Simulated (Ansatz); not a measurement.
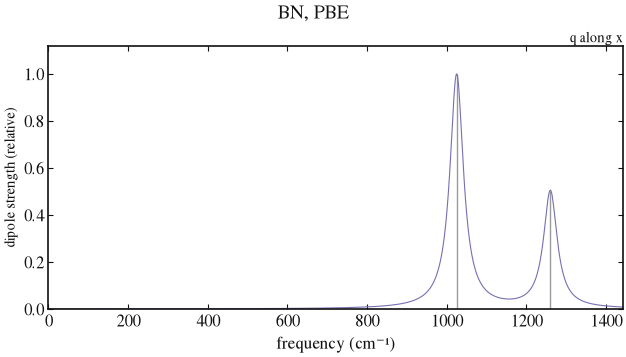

Caption: Polar optical modes, transverse and longitudinal, approaching the zone centre along x for BN, space group F-43m (No. 216) (cell built by us, not taken from a database). Lines are broadened by Lorentzians of 41 cm⁻¹ full width; the spectrum is scaled to its strongest line.

The transverse (TO, twofold) lines lie at 1025.0 and the longitudinal (LO) ones at 1260.2 cm⁻¹, the same along x, y and z by the cubic symmetry.

How it was computed, with Ansatz 0.2.0: optical phonons of an insulator on the approach to the zone centre along x, y and z with the field of polar modes, imaginary frequencies are negative, field response on a mesh refined by the program; plane waves with PAW datasets. Level: PBE, no spin polarisation.

- wave cutoff: 420 eV
- k mesh: 8×8×8
- occupations: fixed
- pressure: −0.5 GPa

Starting cell:
```xyz
2
Lattice="0.0000 1.8131 1.8131 1.8131 0.0000 1.8131 1.8131 1.8131 0.0000" Properties=species:S:1:pos:R:3 pbc="T T T"
B     0.0000    0.0000    0.0000
N     0.9065    0.9065    0.9065
```

Limits of the calculation: coarse k mesh.
